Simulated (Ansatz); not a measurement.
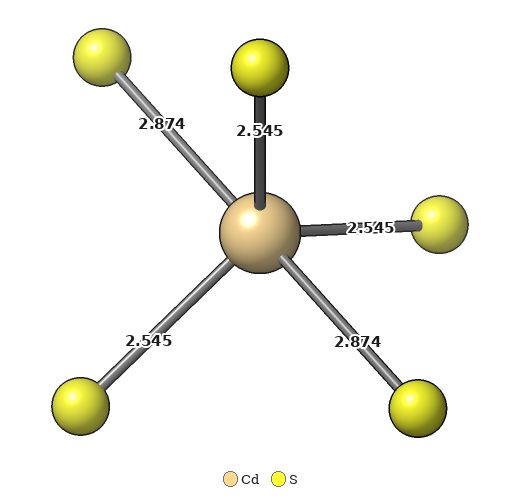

The surroundings of site Cd1 (at 0.333, 0.667, 0.250) in CdS (P6_3/mmc, No. 194), with bond lengths in Å.

Source of the atomic positions: the input geometry of an electronic-structure calculation (not necessarily at equilibrium); the starting structure was generated, so it need not be a known form of this composition.

```
Cd S
1.0
     4.40853    0.00000    0.00000
    -2.20426    3.81790    0.00000
     0.00000    0.00000    5.74812
Cd S
2 2
Cartesian
  0.0000 2.5453 1.4370
  2.2043 1.2726 4.3111
  2.2043 1.2726 1.4370
  0.0000 2.5453 4.3111
```

Bond valence s = exp((R0 − d)/b), R0 fitted to published crystal structures with b = 0.37 Å; R0 in Å: Cd2+–S 2.282.

Question: Calculate the bond-valence sum of Cd1 from the bonds drawn.

Answer: 3 × 0.491 + 2 × 0.202 = 1.88 v.u., against a formal valence of 2: underbonded (bonds long for this ion) by 0.12.

Question: And over the whole structure?

Answer:
```json
{"site": "Cd1", "x, y, z": "0.333, 0.667, 0.250", "formal valence": "+2", "bond-valence sum": "1.88", "difference": "-0.12"}
{"site": "S1", "x, y, z": "0.667, 0.333, 0.250", "formal valence": "−2", "bond-valence sum": "1.88", "difference": "-0.12"}
```

These sums include all anions within 5 Å. The global instability index (root mean square of the differences over all atoms) is 0.12 v.u.: moderate strain, common in real structures. The cell was not relaxed for this table, and a volume that is off by a few per cent shifts all sums together.
